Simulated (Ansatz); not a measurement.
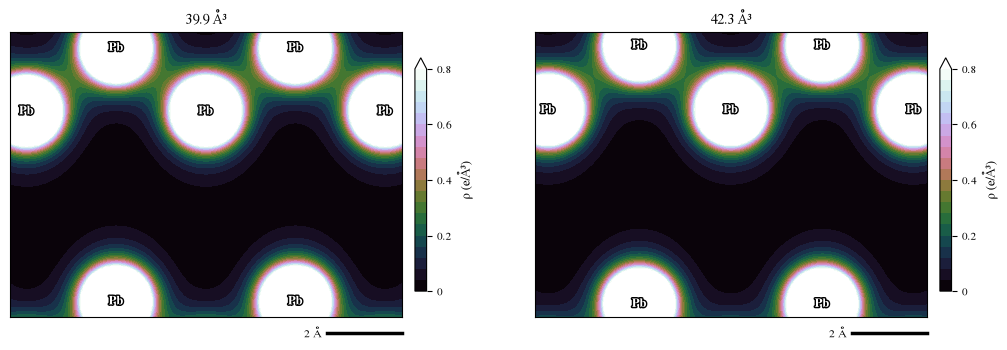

Pb. The valence pseudo-density of cells scaled evenly to different volumes (given per atom above each panel), on the (11̄0) plane of each (indices in the axes of the cell below), at one length scale and on one colour scale.

A structure from a database of computed crystals, not necessarily the ambient phase.

The calculation used Kohn-Sham DFT of a periodic cell, PBEsol, Ansatz PAW (Ansatz).

The density is the valence pseudo-density of a PAW calculation; it isn't the true density close to the nuclei.

The largest cell:

```yaml
crystal:
  lattice:
    - [0.00000, 3.48426, 3.48426]
    - [3.48426, 0.00000, 3.48426]
    - [3.48426, 3.48426, 0.00000]
  atoms:
    - { symbol: Pb, position: [0.25000, 0.25000, 0.25000] }
    - { symbol: Pb, position: [0.00000, 0.00000, 0.00000] }
```

| volume (Å³/atom) | Pb–Pb contact in the plane (Å) | ρ at its midpoint (e/Å³) | pressure (GPa) | 
| --- | --- | --- | --- |
| 39.86 | 2.958 | 0.303 | 1.1 | 
| 41.49 | 2.998 | ? | ? | 
| 42.30 | 3.017 | 0.278 | −0.7 | 

What values belong in the row with question marks?

Over the known rows ln ρ falls by 1.46 per Å of Pb–Pb distance (the line through the two), which gives 0.286 e/Å³ at 2.998 Å; the calculation gives 0.286 e/Å³. For the pressure, a straight line in volume between the neighbouring rows gives −0.1 GPa; the calculation gives −0.2.
